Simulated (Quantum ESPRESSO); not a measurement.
## Run report: WC, relax calculation

- system: WC (4 atoms in the cell)
- method: Kohn-Sham DFT of a periodic cell, PBEsol with D3, SPMS 1.0 PBE (Quantum ESPRESSO 7.5)

The structure derives from a Materials Project entry.

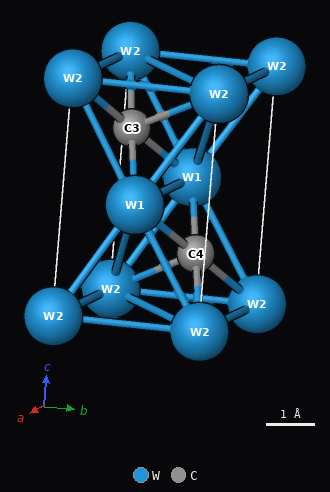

The input geometry (ball-and-stick view of the reduced cell, seen slightly off an axis; atoms are numbered from 1 in the order of the input). An atom can appear more than once, as a periodic image. Near neighbours in the periodic cell (some may lie outside the picture): W has 6 C at 2.08 to 2.29 Å and 12 W at 2.93 to 3.23 Å; C has 6 W at 2.08 to 2.29 Å.

Input
```
&CONTROL
  calculation = 'relax'
  prefix = 'pwscf'
  outdir = './tmp'
  pseudo_dir = './pseudo'
  tprnfor = .true.
  disk_io = 'low'
  nstep = 30
  forc_conv_thr = 0.0004
  etot_conv_thr = 1d-05
/
&SYSTEM
  ibrav = 0
  nat = 4
  ntyp = 5
  ecutwfc = 70
  nbnd = 26
  input_dft = 'pbesol'
  occupations = 'smearing'
  smearing = 'mp'
  degauss = 0.00734986
  vdw_corr = 'grimme-d3'
  dftd3_version = 3
/
&ELECTRONS
  conv_thr = 8d-10
  electron_maxstep = 80
  mixing_beta = 0.5
/
&IONS
  ion_dynamics = 'bfgs'
/
ATOMIC_SPECIES
W    183.8400 74_W_14_2.3_2.5_pbe_n_v1.0.upf
C     12.0110 06_C_4_1.2_1.2_pbe_n_v1.0.upf
CELL_PARAMETERS angstrom
   0.0643337400   -2.1703520100   -2.3423775000
  -2.2140227300   -0.0532311000   -2.2248126600
   2.2649282400    1.8685629900   -4.4472997300
ATOMIC_POSITIONS crystal
W      0.4984126900    0.4985912600    0.4988625400
W      0.0025128500    0.0059437100    0.9992510000
C      0.7495506400    0.7465760700    0.7486164800
C      0.2495238200    0.2488889500    0.2532699800
K_POINTS automatic
4 4 3 0 0 0
```

Machine: 1 thread of AMD EPYC (Zen 4), 16 GiB of memory available, shared host.

Run as:
```bash
OMP_NUM_THREADS=1 pw.x -in pw.in > pw.out
```

Log
```
This program is part of the open-source Quantum ESPRESSO suite
     for quantum simulation of materials; please cite
         "P. Giannozzi et al., J. Phys.:Condens. Matter 21 395502 (2009);
         "P. Giannozzi et al., J. Phys.:Condens. Matter 29 465901 (2017);
         "P. Giannozzi et al., J. Chem. Phys. 152 154105 (2020);
          URL
     in publications or presentations arising from this work. More details at

 %%%%%%%%%%%%%%%%%%%%%%%%%%%%%%%%%%%%%%%%%%%%%%%%%%%%%%%%%%%%%%%%%%%%%%%%%%%%%%
     Error in routine  card_atomic_species (5010):
     cannot read atomic specie from: CELL_PARAMETERS angstrom
 %%%%%%%%%%%%%%%%%%%%%%%%%%%%%%%%%%%%%%%%%%%%%%%%%%%%%%%%%%%%%%%%%%%%%%%%%%%%%%

     stopping ...
```

Outcome

| quantity | value |
| --- | --- |
| outcome | refused by the program |
| space group (tolerance 0.01 Å) | P1 (1) |

Diagnosis

Some settings of this run were drawn to be unusual or wrong (ntyp set to 5). The program refused the input: “card_atomic_species (5010): cannot read atomic specie from: CELL_PARAMETERS angstrom”
